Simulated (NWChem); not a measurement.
# C3H9N (propylamine) at 3 levels

Aim: a comparison of 3 runs (HF/def2-SVP, M06-2X/6-31G**, PBE0/def2-SVP) of C3H9N (propylamine). 

Program for the calculation: NWChem 7.3.0.

## Step 1: The system as given

C3H9N: 13 atoms, total charge 0, spin state singlet. As SMILES, `CCCN`. Geometry: relaxed at PBE0-D4/def2-TZVP. This is one conformer, not always the lowest.

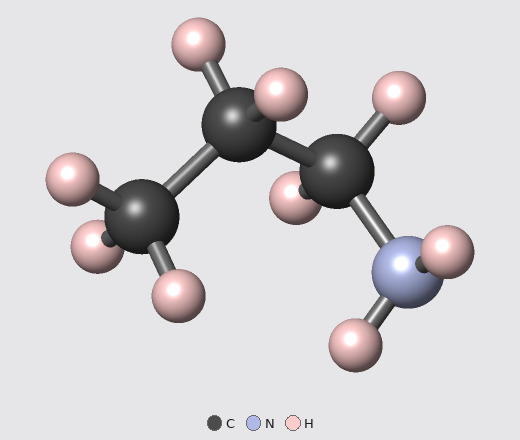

The structure, seen from a chosen angle (carbon dark grey, nitrogen light blue, hydrogen pink).

## Step 2: Energy and forces at HF/def2-SVP (run 1)

mymol.nw reads:

```
echo
start mymol
title "C3H9N hf"
memory 2200 mb
charge 0
geometry noautosym nocenter noautoz
  C     -1.377900     0.221800     0.509700
  C     -0.298300    -0.788700     0.163000
  C      1.099100    -0.182300     0.067600
  N      1.304000     0.822500    -0.961500
  H     -2.359000    -0.251500     0.588100
  H     -1.167200     0.709300     1.466500
  H     -1.456900     1.003200    -0.251000
  H     -0.539700    -1.277600    -0.788900
  H     -0.282600    -1.582700     0.918600
  H      1.361700     0.270300     1.030600
  H      1.826800    -0.983100    -0.098000
  H      1.066200     0.451400    -1.873800
  H      0.709100     1.626300    -0.805800
end
basis spherical bse
  * library def2-SVP
end
scf
  thresh 1e-08
  maxiter 80
  print low
end
task scf gradient
```

Command:

```
$ nwchem mymol.nw > mymol.out
```

Log:

```text
[...]
  functions       =   101
[...]
  wavefunction    = RHF
[...]
         Total SCF energy =   -173.161947482001
      One-electron energy =   -497.725827863229
      Two-electron energy =    190.929136846977
 Nuclear repulsion energy =    133.634743534250
        Time for solution =     12.5s
[...]
                         RHF ENERGY GRADIENTS
    atom               coordinates                        gradient
                 x          y          z           x          y          z
   1 C      -2.603853   0.419141   0.963193    0.004086  -0.002598  -0.000913
   2 C      -0.563705  -1.490427   0.308025   -0.000956   0.003152   0.001257
   3 C       2.076998  -0.344497   0.127745   -0.005951  -0.001731  -0.000068
   4 N       2.464203   1.554300  -1.816972    0.008541  -0.000530   0.003320
   5 H      -4.457864  -0.475266   1.111348   -0.000396  -0.000094  -0.000104
   6 H      -2.205688   1.340383   2.771283    0.000437   0.000243   0.000648
   7 H      -2.753142   1.895773  -0.474321    0.000257   0.000747  -0.000820
   8 H      -1.019885  -2.414314  -1.490805    0.000249  -0.000193  -0.000938
   9 H      -0.534037  -2.990869   1.735902    0.000082  -0.001031   0.000957
  10 H       2.573240   0.510793   1.947552    0.000062   0.001060   0.001136
  11 H       3.452151  -1.857790  -0.185193    0.001071  -0.000866  -0.000468
[...]
```

Wall time 16 s (1 thread of Intel Xeon 6975P-C (Granite Rapids), shared host); peak memory 0.1 GiB.

## Step 3: Energy and gradient at M06-2X/6-31G(d,p) (spherical functions) (run 2)

run.py reads:

```python
from ase import Atoms
from ase.calculators.nwchem import NWChem

atoms = Atoms(['C', 'C', 'C', 'N', 'H', 'H', 'H', 'H', 'H', 'H', 'H', 'H', 'H'], positions=[
    [-1.377900, 0.221800, 0.509700],
    [-0.298300, -0.788700, 0.163000],
    [1.099100, -0.182300, 0.067600],
    [1.304000, 0.822500, -0.961500],
    [-2.359000, -0.251500, 0.588100],
    [-1.167200, 0.709300, 1.466500],
    [-1.456900, 1.003200, -0.251000],
    [-0.539700, -1.277600, -0.788900],
    [-0.282600, -1.582700, 0.918600],
    [1.361700, 0.270300, 1.030600],
    [1.826800, -0.983100, -0.098000],
    [1.066200, 0.451400, -1.873800],
    [0.709100, 1.626300, -0.805800],
])

calc = NWChem(
    label='nw',
    theory='dft',
    memory='2200 mb',
    basis='6-31G**',
    basispar='spherical bse',
    dft={'xc': 'm06-2x', 'mult': '1', 'grid': 'fine', 'convergence': 'energy 1e-08', 'iterations': '100', 'mulliken': None},
)
atoms.calc = calc

forces = atoms.get_forces()
e = atoms.get_potential_energy()
print(f"E = {e:.6f} eV")
print("forces (eV/A):")
for s, f in zip(atoms.symbols, forces):
    print(f"{s:2s} {f[0]:10.5f} {f[1]:10.5f} {f[2]:10.5f}")
print("dipole (e A):", atoms.get_dipole_moment().round(4))
```

Command:

```
$ export ASE_NWCHEM_COMMAND="nwchem PREFIX.nwi > PREFIX.nwo"
$ python run.py
```

Log:

```text
E = -4745.545289 eV
forces (eV/A):
C    -0.14460    0.12393    0.04515
C    -0.00931   -0.21968   -0.01399
C     0.11246   -0.04165    0.09035
N     0.16219    0.11200   -0.05610
H    -0.01908   -0.01229    0.00216
H     0.02057    0.01460    0.02278
H     0.02499    0.02633   -0.03831
H    -0.01198   -0.01044   -0.04011
H    -0.01327   -0.01610    0.01753
H     0.00144    0.02587    0.04222
H     0.02797   -0.02669   -0.01203
H    -0.05646   -0.06515   -0.09487
H    -0.09493    0.08927    0.03512
dipole (e A): [-0.2808 -0.0752 -0.0203]
```

The calculator wrote nw.nwi:

```
title "nw"

permanent_dir nw

scratch_dir nw

start nw

geometry units angstrom nocenter noautosym noautoz
  C  -1.3778999999999999e+00 2.2180000000000000e-01 5.0970000000000004e-01
  C  -2.9830000000000001e-01 -7.8869999999999996e-01 1.6300000000000001e-01
  C  1.0991000000000000e+00 -1.8229999999999999e-01 6.7599999999999993e-02
  N  1.3040000000000000e+00 8.2250000000000001e-01 -9.6150000000000002e-01
  H  -2.3590000000000000e+00 -2.5150000000000000e-01 5.8809999999999996e-01
  H  -1.1672000000000000e+00 7.0930000000000004e-01 1.4664999999999999e+00
  H  -1.4569000000000001e+00 1.0032000000000001e+00 -2.5100000000000000e-01
  H  -5.3969999999999996e-01 -1.2776000000000001e+00 -7.8890000000000005e-01
  H  -2.8260000000000002e-01 -1.5827000000000000e+00 9.1859999999999997e-01
  H  1.3616999999999999e+00 2.7029999999999998e-01 1.0306000000000000e+00
  H  1.8268000000000000e+00 -9.8309999999999997e-01 -9.8000000000000004e-02
  H  1.0662000000000000e+00 4.5140000000000002e-01 -1.8737999999999999e+00
  H  7.0909999999999995e-01 1.6263000000000001e+00 -8.0579999999999996e-01
end

memory 2200 mb

basis spherical bse noprint
   * library 6-31G**
end

dft
  xc m06-2x
  mult 1
  grid fine
  convergence energy 1e-08
  iterations 100
  mulliken
end

task dft gradient
```

nw.nwo, shortened:

```text
[...]
         Total DFT energy =     -174.395574127001
[...]
  wavefunction    = closed shell
                         DFT ENERGY GRADIENTS
    atom               coordinates                        gradient
                 x          y          z           x          y          z
   1 C      -2.603853   0.419141   0.963193    0.002812  -0.002410  -0.000878
   2 C      -0.563705  -1.490427   0.308025    0.000181   0.004272   0.000272
   3 C       2.076998  -0.344497   0.127745   -0.002187   0.000810  -0.001757
[... 9 lines of this table left out ...]
  13 H       1.340005   3.073261  -1.522741    0.001846  -0.001736  -0.000683
[...]
```

It took 28 s on 1 thread of Intel Xeon 6975P-C (Granite Rapids), shared host; peak memory 0.12 GiB.

## Step 4: Energy and gradient at PBE0/def2-SVP (run 3)

mol.xyz reads:

```xyz
13
C3H9N
C     -1.377900     0.221800     0.509700
C     -0.298300    -0.788700     0.163000
C      1.099100    -0.182300     0.067600
N      1.304000     0.822500    -0.961500
H     -2.359000    -0.251500     0.588100
H     -1.167200     0.709300     1.466500
H     -1.456900     1.003200    -0.251000
H     -0.539700    -1.277600    -0.788900
H     -0.282600    -1.582700     0.918600
H      1.361700     0.270300     1.030600
H      1.826800    -0.983100    -0.098000
H      1.066200     0.451400    -1.873800
H      0.709100     1.626300    -0.805800
```

run.py reads:

```python
from ase.io import read
from ase.calculators.nwchem import NWChem

mol = read('mol.xyz')

calc = NWChem(
    label='mol',
    theory='dft',
    memory='2200 mb',
    basis='def2-SVP',
    basispar='spherical bse',
    dft={'xc': 'pbe0', 'mult': '1', 'grid': 'fine', 'convergence': 'energy 1e-08', 'iterations': '100', 'mulliken': None},
)
mol.calc = calc

forces = mol.get_forces()
e = mol.get_potential_energy()
print(f"E = {e:.6f} eV")
print("forces (eV/A):")
for s, f in zip(mol.symbols, forces):
    print(f"{s:2s} {f[0]:10.5f} {f[1]:10.5f} {f[2]:10.5f}")
print("dipole (e A):", mol.get_dipole_moment().round(4))
```

Command:

```
$ export ASE_NWCHEM_COMMAND="nwchem PREFIX.nwi > PREFIX.nwo"
$ python run.py
```

Log:

```text
E = -4738.732341 eV
forces (eV/A):
C     0.13066   -0.19941   -0.04479
C     0.04175    0.26652    0.09102
C    -0.13524    0.22682   -0.36623
N     0.20852   -0.16327    0.26313
H    -0.27017   -0.10989    0.02417
H     0.03949    0.13385    0.24323
H    -0.00247    0.21140   -0.20034
H    -0.06243   -0.14306   -0.23628
H    -0.01044   -0.20954    0.17345
H     0.08269    0.08644    0.27084
H     0.20003   -0.22667   -0.01059
H    -0.07513   -0.06942   -0.21772
H    -0.14722    0.19628    0.01008
dipole (e A): [-0.2592 -0.0641 -0.0263]
```

The calculator wrote mol.nwi:

```
title "mol"

permanent_dir mol

scratch_dir mol

start mol

geometry units angstrom nocenter noautosym noautoz
  C  -1.3778999999999999e+00 2.2180000000000000e-01 5.0970000000000004e-01
  C  -2.9830000000000001e-01 -7.8869999999999996e-01 1.6300000000000001e-01
  C  1.0991000000000000e+00 -1.8229999999999999e-01 6.7599999999999993e-02
  N  1.3040000000000000e+00 8.2250000000000001e-01 -9.6150000000000002e-01
  H  -2.3590000000000000e+00 -2.5150000000000000e-01 5.8809999999999996e-01
  H  -1.1672000000000000e+00 7.0930000000000004e-01 1.4664999999999999e+00
  H  -1.4569000000000001e+00 1.0032000000000001e+00 -2.5100000000000000e-01
  H  -5.3969999999999996e-01 -1.2776000000000001e+00 -7.8890000000000005e-01
  H  -2.8260000000000002e-01 -1.5827000000000000e+00 9.1859999999999997e-01
  H  1.3616999999999999e+00 2.7029999999999998e-01 1.0306000000000000e+00
  H  1.8268000000000000e+00 -9.8309999999999997e-01 -9.8000000000000004e-02
  H  1.0662000000000000e+00 4.5140000000000002e-01 -1.8737999999999999e+00
  H  7.0909999999999995e-01 1.6263000000000001e+00 -8.0579999999999996e-01
end

memory 2200 mb

basis spherical bse noprint
   * library def2-SVP
end

dft
  xc pbe0
  mult 1
  grid fine
  convergence energy 1e-08
  iterations 100
  mulliken
end

task dft gradient
```

mol.nwo, shortened:

```text
[...]
         Total DFT energy =     -174.145202905266
[...]
  wavefunction    = closed shell
                         DFT ENERGY GRADIENTS
    atom               coordinates                        gradient
                 x          y          z           x          y          z
   1 C      -2.603853   0.419141   0.963193   -0.002541   0.003878   0.000871
   2 C      -0.563705  -1.490427   0.308025   -0.000812  -0.005183  -0.001770
   3 C       2.076998  -0.344497   0.127745    0.002630  -0.004411   0.007122
[... 9 lines of this table left out ...]
  13 H       1.340005   3.073261  -1.522741    0.002863  -0.003817  -0.000196
[...]
```

Wall time 22 s (1 thread of Intel Xeon 6975P-C (Granite Rapids), shared host); peak memory 0.12 GiB.

## Step 5: All runs side by side

| run | level | iteration cap | module | energy (Eh) | largest force (eV/Å) | wall time |
| --- | --- | --- | --- | --- | --- | --- |
| 1 | HF/def2-SVP | 80 | scf | -173.161947 | 0.472 | 16 s |
| 2 | M06-2X/6-31G** (spherical functions) | 100 | dft | -174.395574 | 0.220 | 28 s |
| 3 | PBE0/def2-SVP | 100 | dft | -174.145203 | 0.452 | 22 s |

## Step 6: Results

```
                       quantity          value
            run 3: total energy  -174.14520 Eh
           run 3: dipole moment         1.29 D
             run 3: HOMO energy       -6.52 eV
             run 3: LUMO energy        1.70 eV
           run 3: HOMO–LUMO gap        8.22 eV
run 3: largest force on an atom     0.452 eV/Å
```

**Reading.** Totals of different functionals can't be ranked against each other. All runs together took 66 s, the longest 28 s.
